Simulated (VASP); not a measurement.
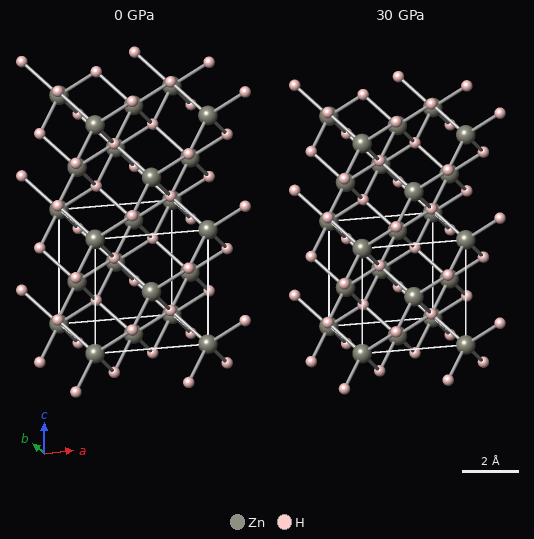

Solid ZnH (a generated structure, set up in F-43m), relaxed (cell and atoms) at several target pressures. The picture shows the first and the last member. The picture is a ball-and-stick view of the conventional cell (4 times the calculation's cell), repeated 1 × 1 × 2 with one cell outlined, seen slightly off an axis. Lengths and directions refer to the drawn axes.

Computed with VASP 6.6.1: LDA, VASP PAW LDA potentials, recommended. (plane-wave cutoff 600 eV; k-point mesh 10 × 10 × 10; occupations fermi-dirac; smearing width 0.05 eV; no spin polarisation)

```json
{"pressure (GPa)": "0", "volume (Å³/atom)": "9.889", "a (Å)": "4.293"}
{"pressure (GPa)": "2", "volume (Å³/atom)": "?", "a (Å)": "?"}
{"pressure (GPa)": "5", "volume (Å³/atom)": "9.259", "a (Å)": "4.200"}
{"pressure (GPa)": "10", "volume (Å³/atom)": "8.793", "a (Å)": "4.128"}
{"pressure (GPa)": "20", "volume (Å³/atom)": "8.131", "a (Å)": "4.022"}
{"pressure (GPa)": "30", "volume (Å³/atom)": "7.672", "a (Å)": "3.945"}
```

### Fill in the missing row.

Murnaghan's form V = V₀(1 + B′P/B₀)^(−1/B′), with V₀ = 9.889 Å³ from the row at zero pressure, fits the other rows with B₀ = 65.7 GPa and B′ = 4.24 (largest miss 0.002 Å³). At 2 GPa it gives 9.889 × (1 + 4.24 × 2/65.7)^(−1/4.24) = 9.610 Å³ per atom. The calculation gives 9.609 Å³/atom (a = 4.252 Å). The estimate is 0.001 Å³/atom too high. From the first member to the last: H–Zn 1.859 → 1.708 Å.

The whole series:

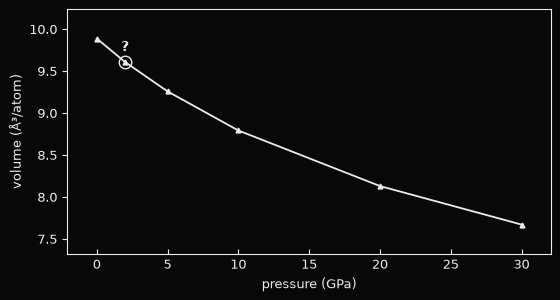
